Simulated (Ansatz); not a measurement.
# Zr: nudged elastic band (part 2 of 2)

The same run, continued: Zr (defect cell, 15 atoms in the cell); DFT with PBE, PAW plane waves, no spin polarisation (Ansatz 0.2.0); cutoff 420 eV, 3×3×2 k-mesh, Gaussian smearing of 0.1 eV. The structure derives from an entry of the Crystallography Open Database.

Geometry of the input (Å; fractional positions):
```
3.2226  5.5818  0.0000
-3.2226  5.5818  0.0000
0.0000  0.0000  10.2642
Zr 0.1639  0.1750  0.1246
Zr 0.3297  0.3350  0.3768
Zr 0.3406  0.3335  0.8755
Zr 0.1731  0.6674  0.1251
Zr 0.3378  0.8357  0.3745
Zr 0.1649  0.6684  0.6268
Zr 0.3339  0.8323  0.8779
Zr 0.6700  0.1646  0.1241
Zr 0.8305  0.3380  0.3717
Zr 0.6578  0.1702  0.6198
Zr 0.8279  0.3395  0.8748
Zr 0.6637  0.6706  0.1266
Zr 0.8354  0.8295  0.3731
Zr 0.6724  0.6619  0.6247
Zr 0.8338  0.8233  0.8734
```

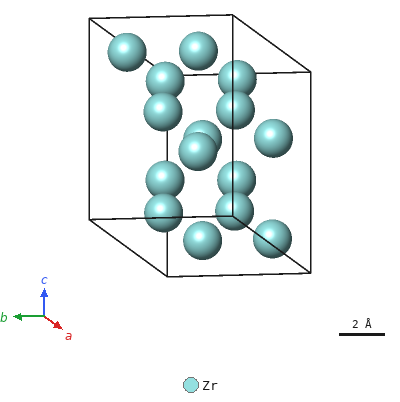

Fig. 1: The structure as given in the input (spheres-only view of the reduced cell, seen at an oblique angle).

```
SCF converged after 8 iterations
Free energy (F): -62754.942965 eV
Harris-Foulkes:  -62754.942965 eV  (|F-HF|=6.90e-9)
Internal energy: -62754.854288 eV  (E = F + TS)
E sigma→0 (E₀):  -62754.898626 eV
Entropy (-TS):   -0.088677 eV (-5.912 meV/atom)
Fermi energy:    12.932230 eV
--- Per-component energies (eV) ---
  E_band       = -1624.027202
  E_kinetic    = 4979.583459
  E_local      = -10198.432615  (includes V_loc(G=0)·N_el)
  E_nonlocal   = 1211.442186
  E_hartree    = 3222.528366
  E_xc         = -2416.285336
  E_vxc        = -2852.529772  (∫ρ·V_xc dr)
  E_paw        = -44312.477896  (= ΣΔE_a)
  E_vpaw       = -1209.148508  (= ΣTr[D̂ρ^β])
  E_aug_tail   = 0.000368  (compensation charges beyond the density's cutoff)
  E_ewald      = -15241.212822
  E_smearing   = -0.088677  (= −TS)
  E_closure    = -0.000000  (closes the sum)
  Σ components = -62754.942965   (vs F -62754.942965, Δ=0.00e0)
--- Forces (eV/Å), atoms counted from 1 ---
  atom   1  Zr    -0.01953381     0.01125418    -0.01898677
  atom   2  Zr    -0.00806675     0.00582965    -0.00929853
  atom   3  Zr     0.00467929     0.00931532     0.00478228
  atom   4  Zr    -0.00454760    -0.00948911    -0.00475986
  atom   5  Zr    -0.00013423    -0.00037405    -0.00003333
  atom   6  Zr     0.00771962    -0.00570425     0.00968441
  atom   7  Zr     0.01956830    -0.01135839     0.01881386
  atom   8  Zr     0.02892733    -0.01687835     0.00815955
  atom   9  Zr    -0.00890708     0.00398211    -0.00929735
  atom  10  Zr     0.00163294    -0.00085804     0.00105783
  atom  11  Zr    -0.00587684    -0.00885857     0.00452509
  atom  12  Zr     0.00589395     0.00908379    -0.00477751
  atom  13  Zr    -0.00131746     0.00072237    -0.00219370
  atom  14  Zr     0.00918667    -0.00365818     0.00972913
  atom  15  Zr    -0.02922408     0.01699114    -0.00740535
  max |Σ_I F_I| component: 3.65e-7 eV/Å
--- Band table (eV; the first three rows and the last of 10) ---
  k-point 0: bands = ["-36.0320", "-35.8532", "-35.8047", "-35.7375", "-35.7316", "-35.7001", "-35.6885", "-35.6738", "-35.6041", "-35.5975", "-35.5663", "-35.5584", "-35.5297", "-35.5168", "-35.4791", "-14.3402", "-14.3264", "-14.2785", "-14.2764", "-14.2244", "-14.1955", "-14.1933", "-14.1920", "-14.1737", "-14.1339", "-14.0685", "-14.0251", "-13.9644", "-13.9233", "-13.8819", "-13.8378", "-13.8127", "-13.8123", "-13.7866", "-13.7095", "-13.7000", "-13.6773", "-13.6744", "-13.6126", "-13.6111", "-13.6108", "-13.5718", "-13.5643", "-13.5408", "-13.5247", "-13.5162", "-13.4733", "-13.4652", "-13.4546", "-13.4278", "-13.4147", "-13.3927", "-13.3726", "-13.3705", "-13.3523", "-13.3210", "-13.2878", "-13.2869", "-13.2586", "-13.2114", "7.6067", "9.2634", "9.3063", "10.2118", "10.2189", "10.3262", "10.3360", "10.3779", "10.4598", "10.5164", "10.5978", "10.7292", "10.8322", "10.8733", "11.1419", "11.1437", "11.2531", "11.3221", "11.5895", "11.8719", "11.9200", "12.2910", "12.3442", "12.5348", "12.5657", "12.5731", "13.0787", "13.1257", "13.2023", "13.2125", "13.3986", "13.5017", "13.5411", "13.7186", "13.7483", "13.8615", "13.9089", "13.9157", "13.9898", "14.0474", "14.1487", "14.1711", "14.2196", "14.3416", "14.3872", "14.5324", "14.5802", "14.7200"]
  k-point 1: bands = ["-36.0320", "-35.8523", "-35.8054", "-35.7384", "-35.7319", "-35.6991", "-35.6895", "-35.6754", "-35.6006", "-35.5941", "-35.5721", "-35.5559", "-35.5294", "-35.5181", "-35.4792", "-14.3298", "-14.3092", "-14.2818", "-14.2598", "-14.2190", "-14.2002", "-14.1797", "-14.1596", "-14.1582", "-14.1490", "-14.1253", "-14.0593", "-14.0506", "-13.9110", "-13.8715", "-13.8707", "-13.8017", "-13.7955", "-13.7609", "-13.7123", "-13.6850", "-13.6763", "-13.6687", "-13.6419", "-13.6054", "-13.5905", "-13.5804", "-13.5302", "-13.5205", "-13.5122", "-13.4991", "-13.4667", "-13.4640", "-13.4607", "-13.4288", "-13.4048", "-13.3943", "-13.3770", "-13.3729", "-13.3244", "-13.3160", "-13.3112", "-13.2845", "-13.2787", "-13.2504", "8.0018", "8.2171", "9.9676", "10.0938", "10.1564", "10.1673", "10.3391", "10.3930", "10.4228", "10.4527", "10.6003", "10.7350", "10.7986", "10.8482", "11.3523", "11.5847", "11.6841", "11.6959", "11.8923", "11.9635", "11.9685", "12.0913", "12.1586", "12.3585", "12.3768", "12.4199", "12.7238", "12.7973", "13.0686", "13.0774", "13.4628", "13.4999", "13.5528", "13.7220", "13.7267", "13.7567", "13.8315", "13.8348", "13.9813", "14.1474", "14.1500", "14.1976", "14.2857", "14.4349", "14.4848", "14.5309", "14.7522", "14.7599"]
  k-point 2: bands = ["-36.0311", "-35.8352", "-35.8051", "-35.7409", "-35.7336", "-35.7004", "-35.6883", "-35.6709", "-35.6120", "-35.6007", "-35.5738", "-35.5582", "-35.5297", "-35.5155", "-35.4790", "-14.3075", "-14.2475", "-14.1839", "-14.1829", "-14.1545", "-14.1343", "-14.1294", "-14.1231", "-14.1075", "-14.0884", "-14.0075", "-13.9910", "-13.9403", "-13.9126", "-13.8848", "-13.8380", "-13.8379", "-13.8108", "-13.7837", "-13.7684", "-13.7236", "-13.7179", "-13.7108", "-13.6882", "-13.6776", "-13.6550", "-13.6278", "-13.5824", "-13.5783", "-13.5658", "-13.5609", "-13.5012", "-13.4912", "-13.4725", "-13.4613", "-13.4570", "-13.4283", "-13.4138", "-13.3536", "-13.3510", "-13.3337", "-13.3121", "-13.3097", "-13.2835", "-13.2459", "8.3433", "9.7922", "9.8547", "9.9747", "10.4081", "10.5193", "10.6638", "10.8088", "10.9152", "10.9305", "10.9315", "10.9792", "11.0962", "11.1547", "11.2404", "11.3535", "11.5142", "11.7439", "11.8053", "12.0765", "12.1525", "12.2297", "12.3044", "12.3393", "12.4657", "12.5464", "12.6475", "12.7464", "12.8872", "12.9897", "13.0793", "13.1236", "13.1461", "13.1771", "13.2727", "13.3122", "13.4557", "13.5513", "13.6448", "13.7367", "13.9727", "14.0645", "14.0968", "14.1679", "14.2328", "14.3895", "14.4035", "14.4693"]
  k-point 9: bands = ["-36.0305", "-35.8261", "-35.8043", "-35.7332", "-35.7295", "-35.7097", "-35.7055", "-35.6706", "-35.6142", "-35.5913", "-35.5703", "-35.5568", "-35.5379", "-35.5063", "-35.4888", "-14.2571", "-14.2486", "-14.1659", "-14.1425", "-14.0976", "-14.0959", "-14.0619", "-14.0567", "-14.0498", "-14.0205", "-14.0150", "-13.9948", "-13.9344", "-13.9009", "-13.8922", "-13.8564", "-13.8491", "-13.8260", "-13.7976", "-13.7879", "-13.7411", "-13.7381", "-13.7295", "-13.7163", "-13.6492", "-13.6469", "-13.6417", "-13.6234", "-13.6107", "-13.5907", "-13.5586", "-13.5428", "-13.5329", "-13.5221", "-13.5072", "-13.4819", "-13.4128", "-13.3979", "-13.3879", "-13.3823", "-13.3269", "-13.3253", "-13.3021", "-13.2966", "-13.2656", "9.7460", "9.7570", "9.7985", "9.8300", "9.9303", "10.1413", "11.0346", "11.2005", "11.2807", "11.3129", "11.3355", "11.5296", "11.5495", "11.6074", "11.6732", "11.7255", "11.7449", "11.7756", "11.7927", "11.8142", "11.9750", "11.9850", "12.0766", "12.0933", "12.2499", "12.2896", "12.3689", "12.4332", "12.4480", "12.5419", "12.7152", "12.7406", "13.0170", "13.1505", "13.2447", "13.2798", "13.3235", "13.5131", "13.5140", "13.7877", "13.8038", "13.8074", "13.9457", "13.9885", "14.1270", "14.2292", "14.3285", "14.4338"]
this run last wrote the band of iteration 4 to [file]; this run last wrote the band within `neb.f_tol` of iteration 3 to [file]
--- NEB band (5 images, 4 band iterations, 117 SCF iterations, 68 more in tests of the images' electronic states and relaxations of end points) ---
  forward barrier  = 0.578970 eV
  backward barrier = 0.578964 eV
  lagrangian_above_aufbau_ev (what the smearing adds, to first order; not taken off the barriers): saddle image -0.046085 eV, end points -0.040951 and -0.040919 eV
  climbing image's point = of an order that was not read
  energies are F+E_penalty+E_count in eV, relative to image 0
  image     s (Å)  Δ vs image 0  max|band force component| (eV/Å)
      0    0.0000      0.000000                                 —
      1    0.8513      0.326426                          5.167e-2
  *   2    1.7157      0.578970                          2.922e-2
      3    2.5784      0.327587                          5.168e-2
      4    3.4281      0.000006                                 —
  climbing-image geometry (image 2):
  cell:  # Å, volume = 369.2676 Å³
    - [3.22264509, 5.58178504, 0.0]
    - [-3.22264509, 5.58178504, 0.0]
    - [0.0, 0.0, 10.264212]
  atoms:
    - { symbol: Zr, position: [0.15929556705589007, 0.18221520749609335, 0.12375516349635705] }
    - { symbol: Zr, position: [0.318965969809139, 0.37988164003283215, 0.3696717326534257] }
    - { symbol: Zr, position: [0.34330283187991856, 0.3161336375094696, 0.8677460815572864] }
    - { symbol: Zr, position: [0.15695786517404892, 0.6848868040773997, 0.13147468341345625] }
    - { symbol: Zr, position: [0.2499965184900021, 1.000489854036784, 0.49959235295644383] }
    - { symbol: Zr, position: [0.18130130847828863, 0.6211202388414365, 0.6295505221504731] }
    - { symbol: Zr, position: [0.34099471365117223, 0.8187991283725866, 0.8754623511378499] }
    - { symbol: Zr, position: [0.6556783997588105, 0.18941523094030158, 0.11908938924777328] }
    - { symbol: Zr, position: [0.8019612145083751, 0.37986096200817154, 0.36965336404264687] }
    - { symbol: Zr, position: [0.6905797666905671, 0.11960541239908257, 0.6204319307475826] }
    - { symbol: Zr, position: [0.8413511600617976, 0.3161318990659346, 0.8677420546064396] }
    - { symbol: Zr, position: [0.658906254103943, 0.6848801909722884, 0.131473056883239] }
    - { symbol: Zr, position: [0.8096903805421245, 0.8813970378763003, 0.378794817685652] }
    - { symbol: Zr, position: [0.6982979248791472, 0.6211227595955682, 0.6295341853458317] }
    - { symbol: Zr, position: [0.8445841999167769, 0.8115689067757523, 0.8801080040755425] }
```

### The last band as extended XYZ (Å, eV, eV/Å)
```
15
Lattice="3.2226 5.5818 0.0000 -3.2226 5.5818 0.0000 0.0000 0.0000 10.2642" Properties=species:S:1:pos:R:3:forces:R:3 image=0 energy=-62755.52193
Zr   -0.0010    1.8678    1.2803   -0.0019  -0.0037  -0.0028
Zr   -0.0029    3.7166    3.8963    0.0031  -0.0039  -0.0009
Zr   -0.0030    3.7167    8.9278    0.0025  -0.0022  -0.0014
Zr   -1.5879    4.6734    1.2797    0.0041  -0.0023  -0.0014
Zr   -1.6215    6.5213    3.8957    0.0003   0.0066   0.0012
Zr   -1.6715    4.6246    6.4115    0.0087   0.0017   0.0004
Zr   -1.6220    6.5215    8.9274    0.0020   0.0071  -0.0015
Zr    1.5830    4.6728    1.2791    0.0012  -0.0002   0.0004
Zr    1.6189    6.5213    3.8959   -0.0026   0.0007   0.0027
Zr    1.6646    4.6211    6.4114   -0.0069   0.0116  -0.0004
Zr    1.6190    6.5218    8.9262   -0.0025   0.0003  -0.0005
Zr   -0.0003    7.4181    1.2788   -0.0045  -0.0005   0.0003
Zr   -0.0021    9.3073    3.8302   -0.0020  -0.0004   0.0050
Zr   -0.0015    7.5126    6.4111    0.0006  -0.0119   0.0008
Zr   -0.0021    9.3081    8.9917   -0.0022  -0.0028  -0.0022
15
Lattice="3.2226 5.5818 0.0000 -3.2226 5.5818 0.0000 0.0000 0.0000 10.2642" Properties=species:S:1:pos:R:3:forces:R:3 image=1 energy=-62755.19551
Zr   -0.0604    1.8989    1.3433    0.0211  -0.0122   0.0606
Zr   -0.1489    3.8723    3.8304   -0.0065  -0.0123   0.0738
Zr    0.0716    3.6745    8.9368   -0.0040   0.0204   0.0012
Zr   -1.6521    4.7194    1.3273   -0.0339   0.0371   0.0497
Zr   -2.0202    6.7516    4.4139    0.2167  -0.1254  -0.4613
Zr   -1.5178    4.5328    6.4577   -0.0740   0.0087   0.0247
Zr   -1.5617    6.4870    8.9729   -0.0220   0.0121   0.0238
Zr    1.5339    4.6994    1.2197    0.0054  -0.0026   0.0389
Zr    1.4091    6.5707    3.8302    0.0074   0.0111   0.0745
Zr    1.7945    4.5490    6.3695   -0.0797   0.0460   0.0460
Zr    1.6905    6.4785    8.9369   -0.0192  -0.0072   0.0008
Zr   -0.0761    7.4488    1.3274   -0.0496   0.0108   0.0492
Zr   -0.1386    9.3863    3.8548    0.0810  -0.0463  -0.0212
Zr    0.1528    7.4255    6.4574   -0.0450   0.0605   0.0263
Zr    0.0965    9.2504    9.0035    0.0023  -0.0006   0.0130
15
Lattice="3.2226 5.5818 0.0000 -3.2226 5.5818 0.0000 0.0000 0.0000 10.2642" Properties=species:S:1:pos:R:3:forces:R:3 image=2 energy=-62754.94297
Zr   -0.0739    1.9062    1.2702   -0.0195   0.0113  -0.0190
Zr   -0.1963    3.9008    3.7944   -0.0081   0.0058  -0.0093
Zr    0.0876    3.6808    8.9067    0.0047   0.0093   0.0048
Zr   -1.7013    4.6990    1.3495   -0.0045  -0.0095  -0.0048
Zr   -2.4186    6.9799    5.1279   -0.0001  -0.0004   0.0000
Zr   -1.4174    4.4789    6.4618    0.0077  -0.0057   0.0097
Zr   -1.5398    6.4737    8.9859    0.0196  -0.0114   0.0188
Zr    1.5026    4.7171    1.2224    0.0289  -0.0169   0.0082
Zr    1.3603    6.5967    3.7942   -0.0089   0.0040  -0.0093
Zr    1.8400    4.5223    6.3682    0.0016  -0.0009   0.0011
Zr    1.6926    6.4608    8.9067   -0.0059  -0.0089   0.0045
Zr   -0.0837    7.5007    1.3495    0.0059   0.0091  -0.0048
Zr   -0.2311    9.4393    3.8880   -0.0013   0.0007  -0.0022
Zr    0.2487    7.3647    6.4617    0.0092  -0.0037   0.0097
Zr    0.1064    9.2443    9.0336   -0.0292   0.0170  -0.0074
15
Lattice="3.2226 5.5818 0.0000 -3.2226 5.5818 0.0000 0.0000 0.0000 10.2642" Properties=species:S:1:pos:R:3:forces:R:3 image=3 energy=-62755.19435
Zr   -0.0522    1.8931    1.2832    0.0217  -0.0129  -0.0231
Zr   -0.0963    3.8474    3.7986    0.0739  -0.0093  -0.0258
Zr    0.0381    3.6606    8.9289    0.0347  -0.0380  -0.0498
Zr   -1.6856    4.7052    1.3193    0.0038  -0.0200  -0.0008
Zr   -2.8150    7.2091    5.8408   -0.2168   0.1258   0.4608
Zr   -1.4646    4.5070    6.4261    0.0065   0.0119  -0.0747
Zr   -1.5533    6.4808    8.9128   -0.0219   0.0122  -0.0603
Zr    1.5122    4.7110    1.2528   -0.0021   0.0013  -0.0139
Zr    1.4563    6.5362    3.7986    0.0446  -0.0600  -0.0263
Zr    1.7478    4.5749    6.4010   -0.0807   0.0463   0.0233
Zr    1.6847    6.5126    8.9290    0.0505  -0.0111  -0.0496
Zr   -0.0819    7.4830    1.3195    0.0196   0.0069  -0.0010
Zr   -0.1857    9.4126    3.8865    0.0791  -0.0457  -0.0440
Zr    0.2003    7.3905    6.4260   -0.0075  -0.0111  -0.0745
Zr    0.0748    9.2618    9.0367   -0.0055   0.0035  -0.0401
15
Lattice="3.2226 5.5818 0.0000 -3.2226 5.5818 0.0000 0.0000 0.0000 10.2642" Properties=species:S:1:pos:R:3:forces:R:3 image=4 energy=-62755.52193
Zr    0.0059    1.8576    1.3266    0.0004   0.0013   0.0058
Zr    0.0586    3.7564    3.8438   -0.0061  -0.0021   0.0027
Zr   -0.0287    3.7074    8.9758    0.0071   0.0029   0.0015
Zr   -1.6136    4.6632    1.3297    0.0036  -0.0008  -0.0008
Zr   -3.2125    7.4391    6.3586   -0.0022  -0.0003   0.0017
Zr   -1.6103    4.6629    6.3615    0.0015  -0.0010  -0.0040
Zr   -1.6131    6.5138    8.9767    0.0007  -0.0004   0.0002
Zr    1.6096    4.6536    1.2651    0.0003  -0.0013  -0.0051
Zr    1.6128    6.4502    3.8445   -0.0001   0.0017  -0.0005
Zr    1.6136    4.6532    6.4244   -0.0048   0.0001   0.0051
Zr    1.6093    6.5443    8.9761    0.0000  -0.0036   0.0009
Zr   -0.0119    7.4380    1.3313    0.0026   0.0040  -0.0020
Zr   -0.0537    9.3388    3.8460   -0.0019  -0.0044  -0.0035
Zr   -0.0080    7.4385    6.3601    0.0008   0.0026   0.0003
Zr    0.0245    9.2889    8.9785   -0.0020   0.0013  -0.0023
```

### Results in brief

- outcome: converged
- barrier, forward: 0.579 eV
- barrier, backward: 0.579 eV
- electrons treated: 180
- wall time: 4.1 min (CPU time 14 min)
- peak memory: 2.1 GiB

### Notes

The order of the saddle point was not checked.
